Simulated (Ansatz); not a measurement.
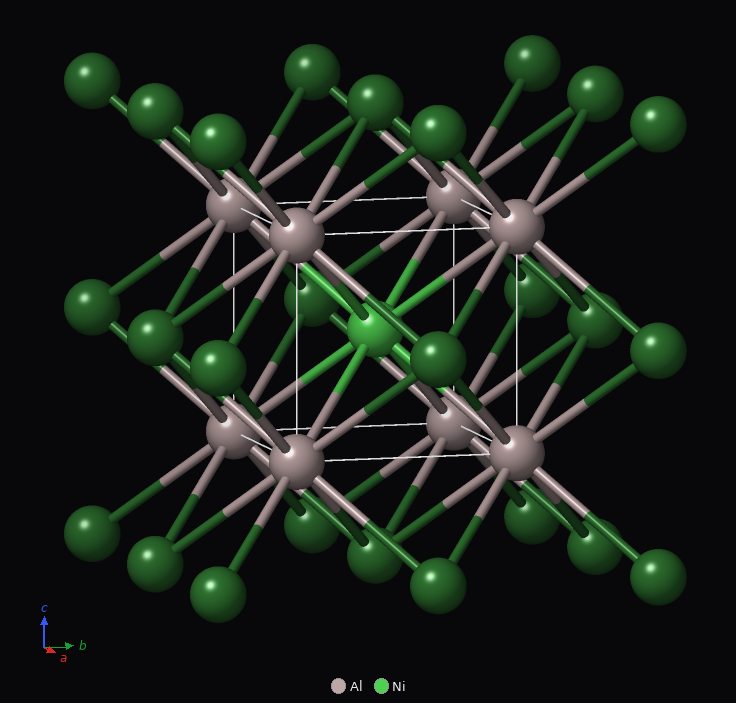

The image is a ball-and-stick drawing of a crystal, viewed slightly off an axis. The simulation cell is drawn as a box. Every bond is drawn to its end, so some atoms lie outside the box, in fainter colours.

```xyz
2
Lattice="2.8943 0.0000 0.0000 0.0000 2.8943 0.0000 0.0000 0.0000 2.8901" Properties=species:S:1:pos:R:3 pbc="T T T"
Al    0.0000    2.8943    0.0000
Ni    1.4472    1.4472    1.4450
```

Level of theory and settings: DFT r2SCAN, scalar-relativistic, plane waves, PAW in Ansatz 0.2.0, an energy cutoff of 500 eV, a 20×20×18 k-point grid, Gaussian smearing of 0.1 eV, no spin polarisation (a spin-restricted run, not always the ground state).

### Give the Bader charge of each element.

Al +1.79 e; Ni -1.79 e.

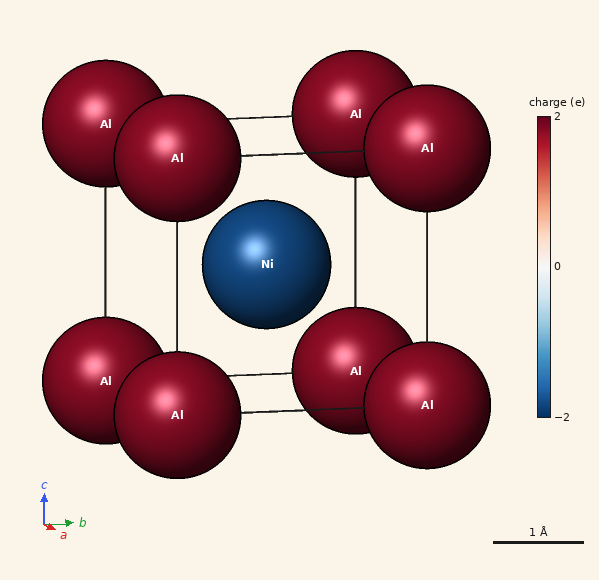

The atoms coloured by those charges.

The cell started as a structure listed in the Materials Project. Earlier steps of the study may have refined or changed the cell and positions. It was run through Ansatz as a DFT input.

At this level of theory the cell isn't at rest (stretched, at -5 GPa), so its distances can differ from those at equilibrium, the more so the softer the solid.
